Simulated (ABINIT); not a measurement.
**Run report: SnTe, dielectric calculation (part 2 of 2)**

Continued. System: SnTe (2 atoms in the cell). Method: Kohn-Sham DFT of a periodic cell, LDA, PseudoDojo NC SR LDA v0.4.1 standard, no spin polarisation (ABINIT 10.8.3); cutoff 925.19 eV, 2×2×2 k-mesh, fixed occupations. The structure derives from an entry of the Crystallography Open Database. The settings are looser than a standard set-up, so the numbers are not reference values.

Geometry of the input (Å; fractional positions):
```
0.0000  3.1509  3.1509
3.1509  0.0000  3.1509
3.1509  3.1509  0.0000
Te 0.5000  0.5000  0.5000
Sn 0.0000  0.0000  0.0000
```

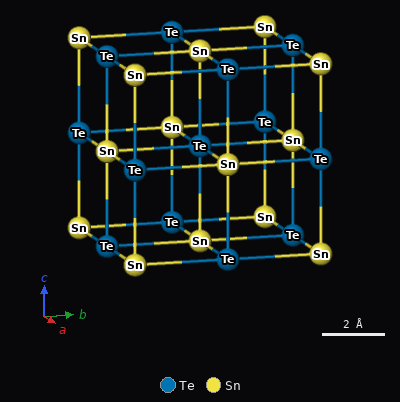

**Figure 1.** The structure as given in the input (ball-and-stick view of the cell 4 times as large as that of the calculation, set on its symmetry axes, seen slightly off an axis).

## The program's output, continued
```
 Real(R)+Recip(G) space primitive vectors, cartesian coordinates (Bohr,Bohr^-1):
 R(1)=  0.0000000  5.9542436  5.9542436  G(1)= -0.0839737  0.0839737  0.0839737
 R(2)=  5.9542436  0.0000000  5.9542436  G(2)=  0.0839737 -0.0839737  0.0839737
 R(3)=  5.9542436  5.9542436  0.0000000  G(3)=  0.0839737  0.0839737 -0.0839737
 Unit cell volume ucvol=  4.2219179E+02 bohr^3
 Angles (23,13,12)=  6.00000000E+01  6.00000000E+01  6.00000000E+01 degrees
 setup1 : take into account q-point for computing boxcut.

 getcut: wavevector=  0.0000  0.0000  0.0000  ngfft=  48  48  48
         ecut(hartree)=     34.000   => boxcut(ratio)=   2.17168
--------------------------------------------------------------------------------

 ==>  initialize data related to q vector <==

 The list of irreducible perturbations for this q vector is:
    1)    idir= 1    ipert=   3
    2)    idir= 2    ipert=   3
    3)    idir= 3    ipert=   3

================================================================================

--------------------------------------------------------------------------------
 Perturbation wavevector (in red.coord.)   0.000000  0.000000  0.000000
 Perturbation : derivative vs k along direction   1
 The set of symmetries contains only one element for this perturbation.
 symkpt : not enough symmetry to change the number of k points.

--------------------------------------------------------------------------------

--------------------------------------------------------------------------------

 Initialisation of the first-order wave-functions :
  ireadwf=   0

--- !BeginCycle
iteration_state: {dtset: 2, }
solver: {iscf: -3, nstep: 80, nline: 4, wfoptalg: 0, }
tolerances: {tolwfr: 1.00E-18, }
...

     iter   2DEtotal(Ha)        deltaE(Ha) residm    vres2
-ETOT  1  -54.590782541476     -5.459E+01 4.926E-02 0.000E+00
 ETOT  2  -54.634706850954     -4.392E-02 5.698E-04 0.000E+00
 ETOT  3  -54.634779830088     -7.298E-05 2.962E-06 0.000E+00
 ETOT  4  -54.634780371681     -5.416E-07 7.159E-08 0.000E+00
 ETOT  5  -54.634780377753     -6.072E-09 4.179E-10 0.000E+00
 ETOT  6  -54.634780377830     -7.694E-11 1.236E-11 0.000E+00
 ETOT  7  -54.634780377831     -1.073E-12 7.384E-14 0.000E+00
 ETOT  8  -54.634780377831     -7.105E-15 2.305E-15 0.000E+00
 ETOT  9  -54.634780377831      2.132E-14 1.489E-17 0.000E+00
 ETOT 10  -54.634780377831      0.000E+00 9.862E-19 0.000E+00

 At SCF step   10   max residual=  9.86E-19 < tolwfr=  1.00E-18 =>converged.
================================================================================

 ----iterations are completed or convergence reached----

 Mean square residual over all n,k,spin=   49.445E-20; max=  98.619E-20
 dfpt_looppert : ek2=    5.0109383464E+01
          f-sum rule ratio=    8.6926556111E-01
 Expectation of eigenvalue derivatives (hartree) for nkpt=  16  k points:
  (in case of degenerate eigenvalues, averaged derivative)
 kpt#   1, nband= 15, wtk=  0.06250, kpt= -0.2500  0.5000  0.0000 (reduced coord)
   0.00006   -0.00005    0.00010   -0.00009   -0.00006    0.00155   -0.00127    0.00090
  -0.00078   -0.00047   -0.03368   -0.18785    0.35174    0.18884    0.30119
 prteigrs : prtvol=0 or 1, do not print more k-points.

 2DEtotal=   -0.5463478038E+02 Ha. Also 2DEtotal=   -0.148668811133E+04 eV
    (  non-var. 2DEtotal :   -5.4634780376E+01 Ha)

--------------------------------------------------------------------------------
 Perturbation wavevector (in red.coord.)   0.000000  0.000000  0.000000
 Perturbation : derivative vs k along direction   2
 The set of symmetries contains only one element for this perturbation.
 symkpt : not enough symmetry to change the number of k points.

--------------------------------------------------------------------------------

--------------------------------------------------------------------------------

 Initialisation of the first-order wave-functions :
  ireadwf=   0

--- !BeginCycle
iteration_state: {dtset: 2, }
solver: {iscf: -3, nstep: 80, nline: 4, wfoptalg: 0, }
tolerances: {tolwfr: 1.00E-18, }
...

     iter   2DEtotal(Ha)        deltaE(Ha) residm    vres2
-ETOT  1  -54.590782541331     -5.459E+01 4.926E-02 0.000E+00
 ETOT  2  -54.634706850810     -4.392E-02 5.698E-04 0.000E+00
 ETOT  3  -54.634779829944     -7.298E-05 2.962E-06 0.000E+00
 ETOT  4  -54.634780371538     -5.416E-07 7.159E-08 0.000E+00
 ETOT  5  -54.634780377609     -6.072E-09 4.179E-10 0.000E+00
 ETOT  6  -54.634780377686     -7.691E-11 1.236E-11 0.000E+00
 ETOT  7  -54.634780377687     -1.044E-12 7.384E-14 0.000E+00
 ETOT  8  -54.634780377687     -6.395E-14 2.305E-15 0.000E+00
 ETOT  9  -54.634780377687      3.553E-14 1.489E-17 0.000E+00
 ETOT 10  -54.634780377687      2.132E-14 9.862E-19 0.000E+00

 At SCF step   10   max residual=  9.86E-19 < tolwfr=  1.00E-18 =>converged.
================================================================================

 ----iterations are completed or convergence reached----

 Mean square residual over all n,k,spin=   49.390E-20; max=  98.619E-20
 dfpt_looppert : ek2=    5.0109383464E+01
          f-sum rule ratio=    8.6926556109E-01
 Expectation of eigenvalue derivatives (hartree) for nkpt=  16  k points:
  (in case of degenerate eigenvalues, averaged derivative)
 kpt#   1, nband= 15, wtk=  0.06250, kpt= -0.2500  0.5000  0.0000 (reduced coord)
  -0.00002   -0.00000   -0.00009    0.00002   -0.00000   -0.00036    0.00080   -0.00077
   0.00023   -0.00002   -0.07812    0.14983    0.15917   -0.08702   -0.14569
 prteigrs : prtvol=0 or 1, do not print more k-points.

 2DEtotal=   -0.5463478038E+02 Ha. Also 2DEtotal=   -0.148668811132E+04 eV
    (  non-var. 2DEtotal :   -5.4634780376E+01 Ha)

--------------------------------------------------------------------------------
 Perturbation wavevector (in red.coord.)   0.000000  0.000000  0.000000
 Perturbation : derivative vs k along direction   3
 The set of symmetries contains only one element for this perturbation.
 symkpt : not enough symmetry to change the number of k points.

--------------------------------------------------------------------------------

--------------------------------------------------------------------------------

 Initialisation of the first-order wave-functions :
  ireadwf=   0

--- !BeginCycle
iteration_state: {dtset: 2, }
solver: {iscf: -3, nstep: 80, nline: 4, wfoptalg: 0, }
tolerances: {tolwfr: 1.00E-18, }
...

     iter   2DEtotal(Ha)        deltaE(Ha) residm    vres2
-ETOT  1  -54.590782541186     -5.459E+01 4.926E-02 0.000E+00
 ETOT  2  -54.634706850666     -4.392E-02 5.698E-04 0.000E+00
 ETOT  3  -54.634779829800     -7.298E-05 2.962E-06 0.000E+00
 ETOT  4  -54.634780371393     -5.416E-07 7.159E-08 0.000E+00
 ETOT  5  -54.634780377465     -6.072E-09 4.179E-10 0.000E+00
 ETOT  6  -54.634780377542     -7.688E-11 1.236E-11 0.000E+00
 ETOT  7  -54.634780377543     -9.521E-13 7.384E-14 0.000E+00
 ETOT  8  -54.634780377543     -6.395E-14 2.305E-15 0.000E+00
 ETOT  9  -54.634780377543     -7.105E-15 1.489E-17 0.000E+00
 ETOT 10  -54.634780377543      0.000E+00 9.862E-19 0.000E+00

 At SCF step   10   max residual=  9.86E-19 < tolwfr=  1.00E-18 =>converged.
================================================================================

 ----iterations are completed or convergence reached----

 Mean square residual over all n,k,spin=   49.455E-20; max=  98.619E-20
 dfpt_looppert : ek2=    5.0109383464E+01
          f-sum rule ratio=    8.6926556107E-01
 Expectation of eigenvalue derivatives (hartree) for nkpt=  16  k points:
  (in case of degenerate eigenvalues, averaged derivative)
 kpt#   1, nband= 15, wtk=  0.06250, kpt= -0.2500  0.5000  0.0000 (reduced coord)
  -0.00002    0.00002   -0.00001    0.00003    0.00003   -0.00059    0.00023   -0.00007
   0.00027    0.00024    0.05590    0.01901   -0.25545   -0.05091   -0.07775
 prteigrs : prtvol=0 or 1, do not print more k-points.

 2DEtotal=   -0.5463478038E+02 Ha. Also 2DEtotal=   -0.148668811132E+04 eV
    (  non-var. 2DEtotal :   -5.4634780376E+01 Ha)
================================================================================

 ---- first-order wavefunction calculations are completed ----

 Total localisation tensor (bohr^2) in cartesian coordinates
  WARNING : still subject to testing - especially symmetries.
      direction              matrix element
   alpha     beta       real part   imaginary part
     1        1       1.0732827765   -0.0000000000
     1        2       0.5366413883   -0.0000000000
     1        3       0.5366413883   -0.0000000000
     2        1       0.5366413883   -0.0000000000
     2        2       1.0732827765   -0.0000000000
     2        3       0.5366413883    0.0000000000
     3        1       0.5366413883   -0.0000000000
     3        2       0.5366413883    0.0000000000
     3        3       1.0732827765   -0.0000000000

 respfn : d/dk was computed, but no 2DTE, so no DDB output.

================================================================================
== DATASET  3 ==================================================================

--- !DatasetInfo
iteration_state: {dtset: 3, }
dimensions: {natom: 2, nkpt: 16, mband: 15, nsppol: 1, nspinor: 1, nspden: 1, mpw: 4008, }
cutoff_energies: {ecut:  34.0, pawecutdg:  -1.0, }
electrons: {nelect:   3.00000000E+01, charge:   0.00000000E+00, occopt:   1.00000000E+00, tsmear:   1.00000000E-02, }
meta: {optdriver: 1, rfelfd: 3, }
...

 mkfilename : getwfk/=0, take file _WFK from output of DATASET   1.

 mkfilename : getddk/=0, take file _1WF from output of DATASET   2.

 Exchange-correlation functional for the present dataset will be:
  LDA: Perdew-Wang 92 LSD fit to Ceperley-Alder data - ixc=7
  J.P.Perdew and Y.Wang, PRB 45, 13244 (1992)

 Real(R)+Recip(G) space primitive vectors, cartesian coordinates (Bohr,Bohr^-1):
 R(1)=  0.0000000  5.9542436  5.9542436  G(1)= -0.0839737  0.0839737  0.0839737
 R(2)=  5.9542436  0.0000000  5.9542436  G(2)=  0.0839737 -0.0839737  0.0839737
 R(3)=  5.9542436  5.9542436  0.0000000  G(3)=  0.0839737  0.0839737 -0.0839737
 Unit cell volume ucvol=  4.2219179E+02 bohr^3
 Angles (23,13,12)=  6.00000000E+01  6.00000000E+01  6.00000000E+01 degrees
 setup1 : take into account q-point for computing boxcut.

 getcut: wavevector=  0.0000  0.0000  0.0000  ngfft=  48  48  48
         ecut(hartree)=     34.000   => boxcut(ratio)=   2.17168
--------------------------------------------------------------------------------

 ==>  initialize data related to q vector <==

 The list of irreducible perturbations for this q vector is:
    1)    idir= 1    ipert=   4

================================================================================

 The perturbation idir=   2  ipert=   4 is
 symmetric of a previously calculated perturbation.
 So, its SCF calculation is not needed.

 The perturbation idir=   3  ipert=   4 is
 symmetric of a previously calculated perturbation.
 So, its SCF calculation is not needed.

--------------------------------------------------------------------------------
 Perturbation wavevector (in red.coord.)   0.000000  0.000000  0.000000
 Perturbation : homogeneous electric field along direction   1
 The set of symmetries contains only one element for this perturbation.
 symkpt : not enough symmetry to change the number of k points.

--------------------------------------------------------------------------------

--------------------------------------------------------------------------------

 Initialisation of the first-order wave-functions :
  ireadwf=   0

--- !BeginCycle
iteration_state: {dtset: 3, }
solver: {iscf: 7, nstep: 80, nline: 4, wfoptalg: 0, }
tolerances: {tolvrs: 1.00E-08, }
...

     iter   2DEtotal(Ha)        deltaE(Ha) residm    vres2
-ETOT  1  -93.426977934986     -9.343E+01 1.210E+00 5.968E+04
 ETOT  2  -104.61300340355     -1.119E+01 3.731E-02 8.603E+03
 ETOT  3  -107.92578388879     -3.313E+00 2.149E-03 4.727E+02
 ETOT  4  -108.08938357042     -1.636E-01 2.150E-04 1.184E+01
 ETOT  5  -108.09220660161     -2.823E-03 1.266E-05 5.801E-01
 ETOT  6  -108.09239983593     -1.932E-04 5.346E-07 3.102E-03
 ETOT  7  -108.09240071701     -8.811E-07 1.628E-09 2.299E-05
 ETOT  8  -108.09240072358     -6.567E-09 4.515E-11 3.571E-07
 ETOT  9  -108.09240072369     -1.164E-10 6.810E-13 3.829E-08
 ETOT 10  -108.09240072370     -1.192E-11 2.803E-14 1.544E-09

 At SCF step   10       vres2   =  1.54E-09 < tolvrs=  1.00E-08 =>converged.
-open ddk wf file :runo_DS2_1WF7
-open ddk wf file :runo_DS2_1WF8
-open ddk wf file :runo_DS2_1WF9
================================================================================

 ----iterations are completed or convergence reached----

 Mean square residual over all n,k,spin=   19.945E-16; max=  28.029E-15

 2DEtotal=   -0.1080924007E+03 Ha. Also 2DEtotal=   -0.294134406635E+04 eV
    (  non-var. 2DEtotal :   -1.0809240128E+02 Ha)
================================================================================

 ---- first-order wavefunction calculations are completed ----

 ==> Compute Derivative Database <==
 The violation of the charge neutrality conditions
 by the effective charges is as follows :
    atom        electric field
 displacement     direction
       1               1        3.922031        0.000000
       1               2        0.000000        0.000000
       1               3        0.000000        0.000000
       2               1        0.000000        0.000000
       2               2        3.922031        0.000000
       2               3       -0.000000        0.000000
       3               1       -0.000000        0.000000
       3               2       -0.000000        0.000000
       3               3        3.922031        0.000000

 Effective charge tensors after
 imposition of the charge neutrality (if requested by user),
 and eventual restriction to some part :
   atom    displacement
         1         1   -2.259937E+00    2.805003E-15    2.806524E-15
         1         2    1.404680E-16   -2.259937E+00   -2.803482E-15
         1         3   -1.404680E-16   -2.805003E-15   -2.259937E+00
         2         1    2.259937E+00   -2.805003E-15   -2.806524E-15
         2         2   -1.404680E-16    2.259937E+00    2.803482E-15
         2         3    1.404680E-16    2.805003E-15    2.259937E+00
 Now, the imaginary part of the dynamical matrix is zeroed

  Dielectric tensor, in cartesian coordinates,
     j1       j2             matrix element
  dir pert dir pert     real part    imaginary part

   1    4   1    4         4.8523650795        -0.0000000000

   2    4   2    4         4.8523650795        -0.0000000000

   3    4   3    4         4.8523650795        -0.0000000000

  Effective charges, in cartesian coordinates,
  (from electric field response)
   if specified in the inputs, charge neutrality has been imposed
     j1       j2             matrix element
  dir pert dir pert     real part    imaginary part

   1    1   1    4        -2.2599368388         0.0000000000
   1    2   1    4         2.2599368388         0.0000000000

   2    1   2    4        -2.2599368388         0.0000000000
   2    2   2    4         2.2599368388         0.0000000000

   3    1   3    4        -2.2599368388         0.0000000000
   3    2   3    4         2.2599368388         0.0000000000

== END DATASET(S) ==============================================================
================================================================================

 -outvars: echo values of variables after computation  --------
            acell      1.0000000000E+00  1.0000000000E+00  1.0000000000E+00 Bohr
           etotal1    -1.8325452464E+02
           etotal2    -5.4634780378E+01
           etotal3    -1.0809240072E+02
            fcart1    -0.0000000000E+00 -0.0000000000E+00 -0.0000000000E+00
                      -0.0000000000E+00 -0.0000000000E+00 -0.0000000000E+00
            fcart3     0.0000000000E+00  0.0000000000E+00  0.0000000000E+00
                       0.0000000000E+00  0.0000000000E+00  0.0000000000E+00
            rprim      0.0000000000E+00  5.9542435598E+00  5.9542435598E+00
                       5.9542435598E+00  0.0000000000E+00  5.9542435598E+00
                       5.9542435598E+00  5.9542435598E+00  0.0000000000E+00
           strten1     1.1725095242E-04  1.1725095242E-04  1.1725095242E-04
                       0.0000000000E+00  0.0000000000E+00  0.0000000000E+00
           strten3     0.0000000000E+00  0.0000000000E+00  0.0000000000E+00
                       0.0000000000E+00  0.0000000000E+00  0.0000000000E+00
           xangst      3.1508499979E+00  3.1508499979E+00  3.1508499979E+00
                       0.0000000000E+00  0.0000000000E+00  0.0000000000E+00
             xred      5.0000000000E-01  5.0000000000E-01  5.0000000000E-01
                       0.0000000000E+00  0.0000000000E+00  0.0000000000E+00
 Calculation completed.
```

## File anaddb.abo
```
.Version 10.8.3 of ANADDB
================================================================================

 -outvars_anaddb: echo values of input variables ----------------------

 Flags :
     dieflag         2
 Miscellaneous information :
         asr         1

================================================================================

 read the DDB information and perform some checks

  ==== Info on the Cryst% object ====
 Real(R)+Recip(G) space primitive vectors, cartesian coordinates (Bohr,Bohr^-1):
 R(1)=  0.0000000  5.9542436  5.9542436  G(1)= -0.0839737  0.0839737  0.0839737
 R(2)=  5.9542436  0.0000000  5.9542436  G(2)=  0.0839737 -0.0839737  0.0839737
 R(3)=  5.9542436  5.9542436  0.0000000  G(3)=  0.0839737  0.0839737 -0.0839737
 Unit cell volume ucvol=  4.2219179E+02 bohr^3
 Angles (23,13,12)=  6.00000000E+01  6.00000000E+01  6.00000000E+01 degrees
 Time-reversal symmetry is present
 Reduced atomic positions [iatom, xred, symbol]:
    1)    0.5000000  0.5000000  0.5000000  Te
    2)    0.0000000  0.0000000  0.0000000  Sn

 DDB file with 3 blocks has been read.

================================================================================

 Dielectric Tensor and Effective Charges

 anaddb : Zero the imaginary part of the Dynamical Matrix at Gamma,
   and impose the ASR on the effective charges

 The violation of the charge neutrality conditions
 by the effective charges is as follows :
    atom        electric field
 displacement     direction
       1               1        3.922031        0.000000
       1               2       -0.000000        0.000000
       1               3       -0.000000        0.000000
       2               1       -0.000000        0.000000
       2               2        3.922031        0.000000
       2               3        0.000000        0.000000
       3               1        0.000000        0.000000
       3               2        0.000000        0.000000
       3               3        3.922031        0.000000

 Effective charge tensors after
 imposition of the charge neutrality (if requested by user),
 and eventual restriction to some part :
   atom    displacement
         1         1   -2.259937E+00   -2.272207E-16   -2.281053E-16
         1         2   -2.272207E-16   -2.259937E+00    2.263362E-16
         1         3    2.272207E-16    2.272207E-16   -2.259937E+00
         2         1    2.259937E+00    2.272207E-16    2.281053E-16
         2         2    2.272207E-16    2.259937E+00   -2.263362E-16
         2         3   -2.272207E-16   -2.272207E-16    2.259937E+00
 Now, the imaginary part of the dynamical matrix is zeroed

================================================================================

 anaddb : the run completed successfully.
```

## Key numbers

```csv
quantity,value
outcome,converged
space group (tolerance 0.01 Å),Fm-3m (225)
electrons treated,30
free energy,−4986.6097 eV
Fermi energy,4.181 eV
pressure,−3.45 GPa
largest force (length of the vector),under 0.001 eV/Å
"ε∞ (xx, yy, zz)","4.85, 4.85, 4.85"
Born charges (mean of the diagonal),Te1 (−2.26 e); Sn2 (2.26 e)
hardware,"1 thread of Arm Neoverse V1, 24 GiB of memory available, shared host"
wall time,2.2 min
peak memory,0.13 GiB
```

## Notes

The settings depart from the standard set-up of this series, which can bear on the numbers. Points of doubt noted for this run: cutoff too low for stress; k mesh coarse for field response.
